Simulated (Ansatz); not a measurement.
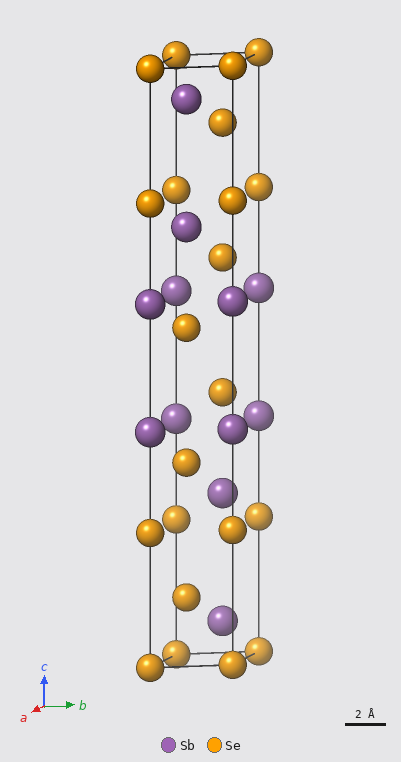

Drawn in the spheres-only manner and seen slightly off an axis. One conventional unit cell is framed, with atoms on its boundary repeated.

Sb2Se3, space group R-3m (No. 166), a = 4.228 Å, b = 4.228 Å, c = 30.441 Å, α = 90.00°, β = 90.00°, γ = 120.00°. The model was built from a structure type filled with these elements by a generator (whether the compound takes this form wasn't checked). The cell was then strained or its atoms displaced on purpose. Ansatz was used for an electronic-structure calculation on it.

This one geometry was computed with Ansatz (DFT, plane waves, PAW) at three levels of theory: HSE06, r2SCAN and PBE.

### Which level gives the highest pressure at this volume, and what does that say about its equilibrium volume?

Highest: PBE (-1.7 GPa), which points to the largest equilibrium volume. Lowest, with the smallest volume: HSE06 (-3.7 GPa). Levels within 0.5 GPa of each other can't be told apart.

### How does the band gap change with the level of theory?

PBE: a gap of 0.06 eV, indirect; r2SCAN: a gap of 0.24 eV, indirect; HSE06: a gap of 0.46 eV, indirect.

### Collect the results in a table.

| level | cutoff (eV) | k-mesh of the run's cell | gap (eV) | pressure (GPa) |
| --- | --- | --- | --- | --- |
| HSE06 | 420 | 4×4×4 | 0.46 | -3.7 |
| r2SCAN | 500 | 8×8×8 | 0.24 | -2.8 |
| PBE | 420 | 8×8×8 | 0.06 | -1.7 |

Gaps are taken on the k-mesh or band path of each run.
